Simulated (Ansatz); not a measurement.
# Geometry relaxation of W₁₃Se₂₉ (part 3 of 3)

The same run, continued: W₁₃Se₂₉ (defect cell, 42 atoms in the cell); DFT PBE, scalar-relativistic, plane waves, PAW, no spin polarisation (Ansatz 0.2.0); cutoff 420 eV, 2×2×2 k-mesh, Gaussian smearing of 0.01 eV. The structure derives from a Materials Project entry. It belongs to a series of runs on one base structure; here: Se on a W site (c), charge +0, atoms relaxed at the host's cell.

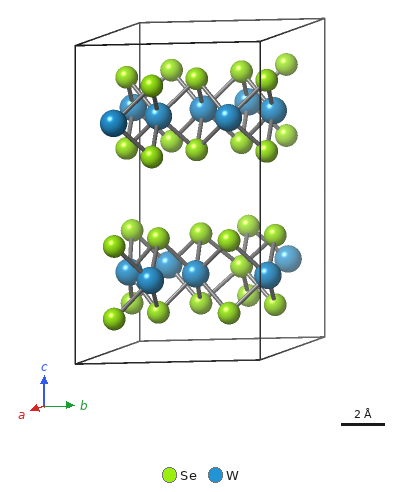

Fig. 1: The geometry at step 3 of the log (ball-and-stick view of the cell of the calculation, seen slightly off an axis).

Trajectory as extended XYZ (Å, eV, eV/Å), 5 frames, from step=1 to step=5:
```
42
Lattice="8.3025 -2.8761 0.0000 -6.6420 -5.7521 0.0000 0.0000 0.0000 -15.0438" Properties=species:S:1:pos:R:3:forces:R:3 step=1 energy=-293623.71964
Se   -1.6605   -4.7934   -3.7610    0.0000   0.0000   0.0000
W     1.6605   -4.7934   -3.7610    0.9175  -0.1318   0.0000
W     0.0000   -1.9174   -3.7610    0.6103   0.9847   0.0000
W     4.9815   -4.7934   -3.7610   -0.3446   0.8605   0.0000
W     3.3210   -1.9174   -3.7610   -0.5729  -0.7287   0.0000
W    -4.9815   -4.7934   -3.7610   -1.1579   0.0362   0.0000
W     0.0000   -7.6695   -3.7610    0.5476  -1.0209   0.0000
W    -3.3210   -3.8347  -11.2829   -0.0007   0.0008   0.0000
W     0.0000   -3.8347  -11.2829    0.0010   0.0002   0.0000
W     6.6420   -3.8347  -11.2829   -0.0019  -0.0003   0.0000
W     3.3210   -3.8347  -11.2829    0.0000   0.0000   0.0000
W     1.6605   -0.9587  -11.2829    0.0012  -0.0015   0.0000
W     1.6605   -6.7108  -11.2829    0.0007   0.0018   0.0000
W    -1.6605   -6.7108  -11.2829   -0.0003  -0.0010   0.0000
Se   -3.3210   -3.8347   -2.0829   -0.5885   0.3400  -0.0032
Se    0.0000   -3.8347   -2.0829    0.5887   0.3397  -0.0032
Se    6.6420   -3.8347   -2.0829   -0.0716  -0.0835  -0.0393
Se    3.3210   -3.8347   -2.0829    0.0000   0.0000   0.0221
Se    1.6605   -0.9587   -2.0829    0.1081  -0.0203  -0.0393
Se    1.6605   -6.7108   -2.0829   -0.0365   0.1038  -0.0393
Se   -1.6605   -6.7108   -2.0829   -0.0002  -0.6797  -0.0032
Se   -1.6605   -4.7934   -9.6048    0.0000   0.0000   0.0031
Se    1.6605   -4.7934   -9.6048    0.0002   0.0012   0.0046
Se    0.0000   -1.9174   -9.6048    0.0006  -0.0015   0.0035
Se    4.9815   -4.7934   -9.6048   -0.0011  -0.0004   0.0046
Se    3.3210   -1.9174   -9.6048    0.0009  -0.0008   0.0046
Se   -4.9815   -4.7934   -9.6048    0.0010   0.0013   0.0035
Se    0.0000   -7.6695   -9.6048   -0.0016   0.0002   0.0035
Se   -3.3210   -3.8347   -5.4390   -0.5885   0.3400   0.0032
Se    0.0000   -3.8347   -5.4390    0.5887   0.3397   0.0032
Se    6.6420   -3.8347   -5.4390   -0.0716  -0.0835   0.0393
Se    3.3210   -3.8347   -5.4390    0.0000   0.0000  -0.0221
Se    1.6605   -0.9587   -5.4390    0.1081  -0.0203   0.0393
Se    1.6605   -6.7108   -5.4390   -0.0365   0.1038   0.0393
Se   -1.6605   -6.7108   -5.4390   -0.0002  -0.6797   0.0032
Se   -1.6605   -4.7934  -12.9609    0.0000   0.0000  -0.0031
Se    1.6605   -4.7934  -12.9609    0.0002   0.0012  -0.0046
Se    0.0000   -1.9174  -12.9609    0.0006  -0.0015  -0.0035
Se    4.9815   -4.7934  -12.9609   -0.0011  -0.0004  -0.0046
Se    3.3210   -1.9174  -12.9609    0.0009  -0.0008  -0.0046
Se   -4.9815   -4.7934  -12.9609    0.0010   0.0013  -0.0035
Se    0.0000   -7.6695  -12.9609   -0.0016   0.0002  -0.0035
42
Lattice="8.3025 -2.8761 0.0000 -6.6420 -5.7521 0.0000 0.0000 0.0000 -15.0438" Properties=species:S:1:pos:R:3:forces:R:3 step=2 energy=-293624.11091
Se   -1.6605   -4.7934   -3.7610    0.0000   0.0000   0.0000
W     1.8252   -4.8128   -3.7610   -0.3476  -0.3919   0.0000
W     0.0971   -1.7484   -3.7610   -0.7268  -0.5857   0.0000
W     4.9159   -4.6411   -3.7610    0.5132  -0.1051   0.0000
W     3.2219   -2.0503   -3.7610   -0.1656   0.4970   0.0000
W    -5.1764   -4.7938   -3.7610    0.8706  -0.3366   0.0000
W     0.0978   -7.8380   -3.7610   -0.1438   0.9222   0.0000
W    -3.3210   -3.8345  -11.2829    0.0045  -0.0030   0.0000
W     0.0002   -3.8349  -11.2829   -0.0048  -0.0025   0.0000
W     6.6416   -3.8349  -11.2829    0.0021   0.0041   0.0000
W     3.3210   -3.8347  -11.2829    0.0000   0.0000   0.0000
W     1.6608   -0.9589  -11.2829   -0.0046  -0.0002   0.0000
W     1.6605   -6.7104  -11.2829    0.0025  -0.0038   0.0000
W    -1.6607   -6.7109  -11.2829    0.0003   0.0054   0.0000
Se   -3.4720   -3.7533   -2.1597    0.2804  -0.2014   0.3550
Se    0.1461   -3.7447   -2.1597   -0.3146  -0.1422   0.3550
Se    6.6463   -3.8920   -2.0426    0.2059  -0.2761   0.1633
Se    3.3210   -3.8347   -1.9856    0.0000   0.0000   0.1441
Se    1.7079   -0.9264   -2.0426    0.1361   0.3164   0.1633
Se    1.6088   -6.6859   -2.0426   -0.3421  -0.0403   0.1633
Se   -1.6555   -6.8823   -2.1597    0.0342   0.3435   0.3550
Se   -1.6605   -4.7934   -9.6046    0.0000   0.0000   0.0055
Se    1.6606   -4.7932   -9.6042   -0.0021  -0.0008  -0.0057
Se    0.0001   -1.9176   -9.6046   -0.0003   0.0010  -0.0018
Se    4.9812   -4.7935   -9.6042    0.0018  -0.0014  -0.0057
Se    3.3212   -1.9176   -9.6042    0.0003   0.0022  -0.0057
Se   -4.9813   -4.7932   -9.6046   -0.0007  -0.0008  -0.0018
Se   -0.0003   -7.6695   -9.6046    0.0010  -0.0003  -0.0018
Se   -3.4720   -3.7533   -5.3622    0.2804  -0.2014  -0.3550
Se    0.1461   -3.7447   -5.3622   -0.3146  -0.1422  -0.3550
Se    6.6463   -3.8920   -5.4793    0.2059  -0.2761  -0.1633
Se    3.3210   -3.8347   -5.5363    0.0000   0.0000  -0.1441
Se    1.7079   -0.9264   -5.4793    0.1361   0.3164  -0.1633
Se    1.6088   -6.6859   -5.4793   -0.3421  -0.0403  -0.1633
Se   -1.6555   -6.8823   -5.3622    0.0342   0.3435  -0.3550
Se   -1.6605   -4.7934  -12.9612    0.0000   0.0000  -0.0055
Se    1.6606   -4.7932  -12.9616   -0.0021  -0.0008   0.0057
Se    0.0001   -1.9176  -12.9612   -0.0003   0.0010   0.0018
Se    4.9812   -4.7935  -12.9616    0.0018  -0.0014   0.0057
Se    3.3212   -1.9176  -12.9616    0.0003   0.0022   0.0057
Se   -4.9813   -4.7932  -12.9612   -0.0007  -0.0008   0.0018
Se   -0.0003   -7.6695  -12.9612    0.0010  -0.0003   0.0018
42
Lattice="8.3025 -2.8761 0.0000 -6.6420 -5.7521 0.0000 0.0000 0.0000 -15.0438" Properties=species:S:1:pos:R:3:forces:R:3 step=3 energy=-293624.32897
Se   -1.6605   -4.7934   -3.7610    0.0000   0.0000   0.0000
W     1.7726   -4.8245   -3.7610    0.0205  -0.0684   0.0000
W     0.0746   -1.8051   -3.7610   -0.1615  -0.0058   0.0000
W     4.9523   -4.6808   -3.7610    0.0490   0.0520   0.0000
W     3.2381   -1.9989   -3.7610   -0.0695   0.0164   0.0000
W    -5.1160   -4.7849   -3.7610    0.0857  -0.1369   0.0000
W     0.0599   -7.7902   -3.7610    0.0757   0.1427   0.0000
W    -3.3206   -3.8350  -11.2829    0.0015  -0.0009   0.0000
W    -0.0004   -3.8350  -11.2829   -0.0015  -0.0008   0.0000
W     6.6418   -3.8346  -11.2829    0.0003   0.0001   0.0000
W     3.3210   -3.8347  -11.2829    0.0000   0.0000   0.0000
W     1.6604   -0.9589  -11.2829   -0.0002   0.0002   0.0000
W     1.6607   -6.7108  -11.2829    0.0000  -0.0003   0.0000
W    -1.6605   -6.7104  -11.2829    0.0000   0.0017   0.0000
Se   -3.4217   -3.7737   -2.1216    0.0217  -0.0281   0.0348
Se    0.1032   -3.7780   -2.1216   -0.0352  -0.0047   0.0348
Se    6.6630   -3.8871   -2.0465    0.0233  -0.0856  -0.0231
Se    3.3210   -3.8347   -2.0177    0.0000   0.0000   0.0089
Se    1.6953   -0.9142   -2.0465    0.0625   0.0630  -0.0231
Se    1.6046   -6.7028   -2.0465   -0.0858   0.0226  -0.0231
Se   -1.6629   -6.8286   -2.1216    0.0135   0.0329   0.0348
Se   -1.6605   -4.7934   -9.6040    0.0000   0.0000   0.0000
Se    1.6603   -4.7933   -9.6047    0.0009   0.0002  -0.0004
Se   -0.0001   -1.9176   -9.6046    0.0007   0.0005  -0.0009
Se    4.9815   -4.7937   -9.6047   -0.0006   0.0007  -0.0004
Se    3.3212   -1.9173   -9.6047   -0.0003  -0.0008  -0.0004
Se   -4.9812   -4.7934   -9.6046   -0.0008   0.0004  -0.0009
Se   -0.0001   -7.6693   -9.6046    0.0001  -0.0009  -0.0009
Se   -3.4217   -3.7737   -5.4003    0.0217  -0.0281  -0.0348
Se    0.1032   -3.7780   -5.4003   -0.0352  -0.0047  -0.0348
Se    6.6630   -3.8871   -5.4755    0.0233  -0.0856   0.0231
Se    3.3210   -3.8347   -5.5042    0.0000   0.0000  -0.0089
Se    1.6953   -0.9142   -5.4755    0.0625   0.0630   0.0231
Se    1.6046   -6.7028   -5.4755   -0.0858   0.0226   0.0231
Se   -1.6629   -6.8286   -5.4003    0.0135   0.0329  -0.0348
Se   -1.6605   -4.7934  -12.9618    0.0000   0.0000   0.0000
Se    1.6603   -4.7933  -12.9611    0.0009   0.0002   0.0004
Se   -0.0001   -1.9176  -12.9611    0.0007   0.0005   0.0009
Se    4.9815   -4.7937  -12.9611   -0.0006   0.0007   0.0004
Se    3.3212   -1.9173  -12.9611   -0.0003  -0.0008   0.0004
Se   -4.9812   -4.7934  -12.9611   -0.0008   0.0004   0.0009
Se   -0.0001   -7.6693  -12.9611    0.0001  -0.0009   0.0009
42
Lattice="8.3025 -2.8761 0.0000 -6.6420 -5.7521 0.0000 0.0000 0.0000 -15.0438" Properties=species:S:1:pos:R:3:forces:R:3 step=4 energy=-293624.33225
Se   -1.6605   -4.7934   -3.7610    0.0000   0.0000   0.0000
W     1.7696   -4.8243   -3.7610    0.0250  -0.0256   0.0000
W     0.0717   -1.8076   -3.7610   -0.0445   0.0120   0.0000
W     4.9537   -4.6836   -3.7610    0.0096   0.0345   0.0000
W     3.2397   -1.9964   -3.7610   -0.0347  -0.0089   0.0000
W    -5.1124   -4.7862   -3.7610    0.0118  -0.0445   0.0000
W     0.0592   -7.7865   -3.7610    0.0327   0.0325   0.0000
W    -3.3205   -3.8350  -11.2829    0.0001  -0.0002   0.0000
W    -0.0004   -3.8350  -11.2829   -0.0002   0.0000   0.0000
W     6.6419   -3.8347  -11.2829   -0.0001   0.0004   0.0000
W     3.3210   -3.8347  -11.2829    0.0000   0.0000   0.0000
W     1.6605   -0.9588  -11.2829   -0.0003  -0.0003   0.0000
W     1.6606   -6.7107  -11.2829    0.0004  -0.0001   0.0000
W    -1.6605   -6.7103  -11.2829    0.0001   0.0002   0.0000
Se   -3.4187   -3.7770   -2.1184   -0.0032  -0.0044   0.0066
Se    0.0989   -3.7790   -2.1184   -0.0022   0.0050   0.0066
Se    6.6640   -3.8917   -2.0487    0.0071  -0.0220  -0.0061
Se    3.3210   -3.8347   -2.0191    0.0000   0.0000   0.0002
Se    1.6988   -0.9112   -2.0487    0.0156   0.0171  -0.0061
Se    1.6002   -6.7014   -2.0487   -0.0226   0.0049  -0.0061
Se   -1.6617   -6.8243   -2.1184    0.0054  -0.0006   0.0066
Se   -1.6605   -4.7934   -9.6039    0.0000   0.0000   0.0001
Se    1.6603   -4.7933   -9.6047    0.0001  -0.0001   0.0001
Se    0.0000   -1.9176   -9.6047    0.0002   0.0003   0.0001
Se    4.9814   -4.7936   -9.6047    0.0001   0.0002   0.0001
Se    3.3212   -1.9173   -9.6047   -0.0002   0.0000   0.0001
Se   -4.9813   -4.7933   -9.6047   -0.0004   0.0000   0.0001
Se   -0.0002   -7.6694   -9.6047    0.0002  -0.0003   0.0001
Se   -3.4187   -3.7770   -5.4035   -0.0032  -0.0044  -0.0066
Se    0.0989   -3.7790   -5.4035   -0.0022   0.0050  -0.0066
Se    6.6640   -3.8917   -5.4732    0.0071  -0.0220   0.0061
Se    3.3210   -3.8347   -5.5028    0.0000   0.0000  -0.0002
Se    1.6988   -0.9112   -5.4732    0.0156   0.0171   0.0061
Se    1.6002   -6.7014   -5.4732   -0.0226   0.0049   0.0061
Se   -1.6617   -6.8243   -5.4035    0.0054  -0.0006  -0.0066
Se   -1.6605   -4.7934  -12.9618    0.0000   0.0000  -0.0001
Se    1.6603   -4.7933  -12.9611    0.0001  -0.0001  -0.0001
Se    0.0000   -1.9176  -12.9610    0.0002   0.0003  -0.0001
Se    4.9814   -4.7936  -12.9611    0.0001   0.0002  -0.0001
Se    3.3212   -1.9173  -12.9611   -0.0002   0.0000  -0.0001
Se   -4.9813   -4.7933  -12.9610   -0.0004   0.0000  -0.0001
Se   -0.0002   -7.6694  -12.9610    0.0002  -0.0003  -0.0001
42
Lattice="8.3025 -2.8761 0.0000 -6.6420 -5.7521 0.0000 0.0000 0.0000 -15.0438" Properties=species:S:1:pos:R:3:forces:R:3 step=5 energy=-293624.33261
Se   -1.6605   -4.7934   -3.7610    0.0000   0.0000   0.0000
W     1.7723   -4.8269   -3.7610   -0.0029   0.0088   0.0000
W     0.0702   -1.8059   -3.7610    0.0050   0.0079   0.0000
W     4.9546   -4.6798   -3.7610   -0.0061  -0.0069   0.0000
W     3.2361   -1.9975   -3.7610    0.0091  -0.0018   0.0000
W    -5.1131   -4.7884   -3.7610   -0.0094   0.0004   0.0000
W     0.0614   -7.7860   -3.7610    0.0044  -0.0083   0.0000
W    -3.3205   -3.8350  -11.2829    0.0001   0.0000   0.0000
W    -0.0005   -3.8350  -11.2829    0.0000  -0.0001   0.0000
W     6.6419   -3.8347  -11.2829    0.0001   0.0000   0.0000
W     3.3210   -3.8347  -11.2829    0.0000   0.0000   0.0000
W     1.6605   -0.9588  -11.2829    0.0000   0.0001   0.0000
W     1.6606   -6.7107  -11.2829    0.0000  -0.0001   0.0000
W    -1.6605   -6.7103  -11.2829   -0.0001   0.0000   0.0000
Se   -3.4195   -3.7761   -2.1186    0.0038  -0.0017  -0.0017
Se    0.1001   -3.7787   -2.1186   -0.0034  -0.0025  -0.0017
Se    6.6650   -3.8928   -2.0481   -0.0002   0.0005  -0.0004
Se    3.3210   -3.8347   -2.0183    0.0000   0.0000  -0.0006
Se    1.6992   -0.9098   -2.0481   -0.0003  -0.0004  -0.0004
Se    1.5988   -6.7017   -2.0481    0.0005  -0.0001  -0.0004
Se   -1.6620   -6.8255   -2.1186   -0.0004   0.0042  -0.0017
Se   -1.6605   -4.7934   -9.6039    0.0000   0.0000   0.0001
Se    1.6603   -4.7933   -9.6047    0.0000   0.0000   0.0000
Se    0.0000   -1.9176   -9.6047    0.0000   0.0000   0.0000
Se    4.9814   -4.7936   -9.6047    0.0000   0.0001   0.0000
Se    3.3212   -1.9173   -9.6047   -0.0001   0.0000   0.0000
Se   -4.9813   -4.7933   -9.6047    0.0000  -0.0001   0.0000
Se   -0.0002   -7.6694   -9.6047    0.0000   0.0000   0.0000
Se   -3.4195   -3.7761   -5.4033    0.0038  -0.0017   0.0017
Se    0.1001   -3.7787   -5.4033   -0.0034  -0.0025   0.0017
Se    6.6650   -3.8928   -5.4738   -0.0002   0.0005   0.0004
Se    3.3210   -3.8347   -5.5036    0.0000   0.0000   0.0006
Se    1.6992   -0.9098   -5.4738   -0.0003  -0.0004   0.0004
Se    1.5988   -6.7017   -5.4738    0.0005  -0.0001   0.0004
Se   -1.6620   -6.8255   -5.4033   -0.0004   0.0042   0.0017
Se   -1.6605   -4.7934  -12.9619    0.0000   0.0000  -0.0001
Se    1.6603   -4.7933  -12.9611    0.0000   0.0000   0.0000
Se    0.0000   -1.9176  -12.9611    0.0000   0.0000   0.0000
Se    4.9814   -4.7936  -12.9611    0.0000   0.0001   0.0000
Se    3.3212   -1.9173  -12.9611   -0.0001   0.0000   0.0000
Se   -4.9813   -4.7933  -12.9611    0.0000  -0.0001   0.0000
Se   -0.0002   -7.6694  -12.9611    0.0000   0.0000   0.0000
```

Key numbers:

| quantity | value |
| --- | --- |
| outcome | converged |
| electrons treated | 646 |
| free energy | −293624.3326 eV |
| Fermi energy | 10.269 eV |
| gap on the k-point mesh | 0.17 eV |
| final volume | 1005.82 Å³ |
| largest force (length of the vector) at the end | 0.009 eV/Å |
| wall time | 3.4 min (CPU time 13 min) |
| peak memory | 6.2 GiB |

Spin–orbit coupling is left out, which matters for W.
